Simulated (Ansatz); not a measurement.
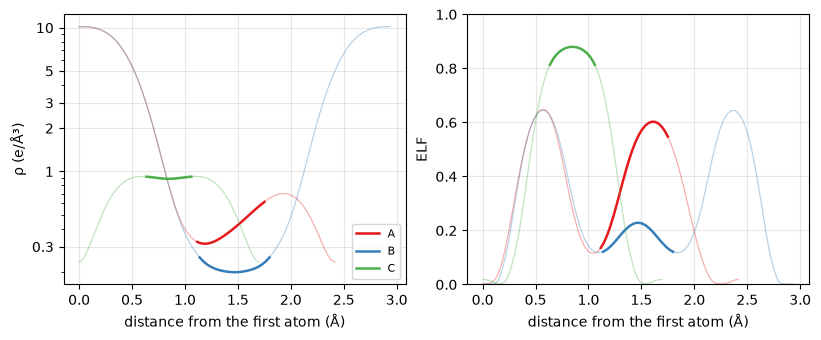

TiB$_{2}$. Valence pseudo-density and ELF along straight lines between neighbouring atoms. Thin, pale parts lie inside the atomic spheres.

Space group P6/mmm; computed pressure about 5 GPa in this cell; computed without spin polarisation.

These are results of Ansatz, DFT PBE, scalar-relativistic, plane waves, PAW, not measurements.

In a PAW calculation such maps are meaningful between the atoms, not at the nuclei.

Which curve belongs to which contact (B–B, Ti–B and Ti–Ti)? The first atom named is at distance zero.

Curve A: Ti–B (2.41 Å): the density is about 0.31 e/Å³ at the midpoint; the ELF peaks at about 0.60 in the valence shell of B, 0.8 Å from its nucleus, and is about 0.20 at the midpoint. Curve B: Ti–Ti (2.94 Å): the density is about 0.2 e/Å³ at the midpoint; the ELF is about 0.25 at the midpoint: no shared electron pair shows on this line. Curve C: B–B (1.70 Å): ρ at the midpoint is about 0.89 e/Å³; the ELF peaks at about 0.90 between the atoms.
